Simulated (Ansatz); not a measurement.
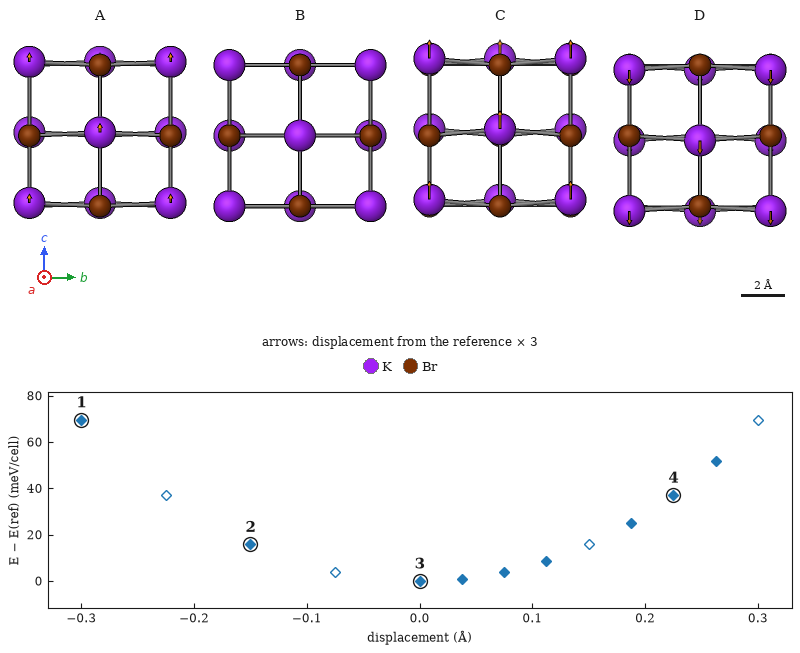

A scan of crystalline KBr (Fm-3m): the whole K sublattice is shifted rigidly, towards the nearest copy of atom 2 (Br) at 3.292 Å, all else fixed. The frames are shuffled; the numbered points of the plot belong to them. Hollow markers are points alike by symmetry, not computed again. A ball-and-stick model of the conventional cell (4 times the calculation's cell), seen along the a axis. Orange arrows: displacements from the reference. Lengths and directions refer to the drawn axes.

All numbers below come from DFT r2SCAN, scalar-relativistic, plane waves, PAW in Ansatz. (plane-wave cutoff 500 eV; k-point mesh 6 × 6 × 6; occupations gaussian; smearing width 0.05 eV; no spin polarisation). Energies (free energies at the smearing named) are counted from the cell as listed in its source, which wasn't relaxed.

Which frame belongs to which numbered point?

Answer. Point 1 is frame C (the displacement −0.30 Å, 69.6 meV/cell); 2 is frame A (the displacement −0.15 Å, 15.8 meV/cell); 3 is frame B (the displacement 0.00 Å, 0.0 meV/cell); 4 is frame D (the displacement 0.225 Å, 37.1 meV/cell). The lowest computed point lies at the displacement 0.00 Å (0.0 meV/cell). At the ends of the scan the energy is 69.6 meV/cell (−0.30 Å) and 69.6 meV/cell (0.30 Å). The curvature at zero is about 1.4 eV/Å² per cell. The well is symmetric. At the highest point the shortest interatomic distance is 2.99 Å, against 3.29 Å in the reference. The distortion takes the space group from Fm-3m to I4mm.
